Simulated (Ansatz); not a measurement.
System: TaN.

Input

```
crystal:
  lattice:
    - [0.0, 2.4744241805, 2.4744241805]
    - [2.4744241805, 0.0, 2.4744241805]
    - [2.4744241805, 2.4744241805, 0.0]
  atoms:
    - { symbol: Ta, position: [0.0, 0.0, 0.0] }
    - { symbol: "N", position: [0.25, 0.25, 0.25] }
hamiltonian:
  xc: pbe
  pseudopotentials: { kind: paw, source: jth }
kpoints:
  mp_grid: { grid: [9, 9, 9] }
scf:
  occupations: { method: fermi_dirac, width: 0.05 }
output:
  forces: true
  stress: true
  eigenvalues: true
  write_density: true
  write_potential: true
  elf: true
  volumetric_format: npy
```

Command:

```sh
ansatz run input.yaml --threads 2 --pin off --max-ram 5632MiB --backend cpu --events-out ev --progress --plain --runs-dir out
```

Below, planes, directions and counts refer to the conventional cell (a = 4.95 Å, b = 4.95 Å, c = 4.95 Å, α = 90.00°, β = 90.00°, γ = 90.00°).

Space group F-43m; a generated structure, not necessarily the stable one; built by placing these elements on a known structure type; computed pressure about −23 GPa in this cell.

Theory: Kohn-Sham DFT of a periodic cell, PBE, JTH PAW (Ansatz 0.2.0).

Predict the valence pseudo-density and electron localisation function between the atoms.

Ta–N (2.14 Å): ρ is about 0.67 e/Å³ halfway; the ELF peaks at about 0.85 in the valence shell of N, 0.6 Å from its nucleus, and drops to about 0.30 between the two atoms.

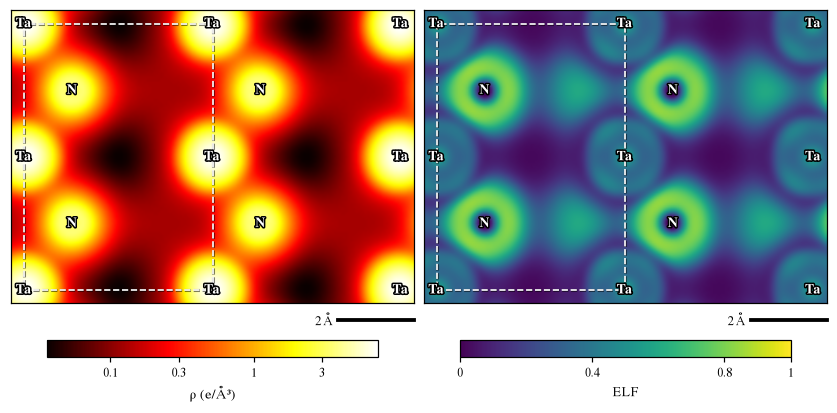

Computed valence pseudo-density and electron localisation function on the (101) plane of the conventional cell, in this order. 

In a PAW calculation such maps are meaningful between the atoms, not at the nuclei.
